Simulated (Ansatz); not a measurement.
MgF2, space group P4_2/mnm (No. 136), a = 4.659 Å, b = 4.659 Å, c = 3.076 Å, α = 90.00°, β = 90.00°, γ = 90.00°

| site | Wyckoff | x | y | z |
| --- | --- | --- | --- | --- |
| Mg | 2a | 0.5000 | 0.5000 | 0.5000 |
| F | 4f | 0.8031 | 0.1969 | 0.5000 |

Origin: the end point of a relaxation with DFT PBE+D3(BJ), scalar-relativistic, plane waves, PAW in Ansatz.

Describe the coordination of Mg.

Answer. MgF6: a slightly distorted octahedron (coordination number 6, S = 0.48; next best trigonal prism, S = 16.0). Bonds: 2 × Mg–F 2.00 Å and 4 × Mg–F 2.01 Å. The next neighbour, not counted, lies at 3.08 Å.

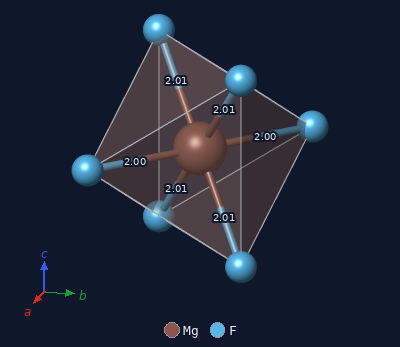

The polyhedron about Mg. Shape measures S are computed against regular polyhedra or, for capped shapes, the nearer of the equal-edge and equal-bond forms.
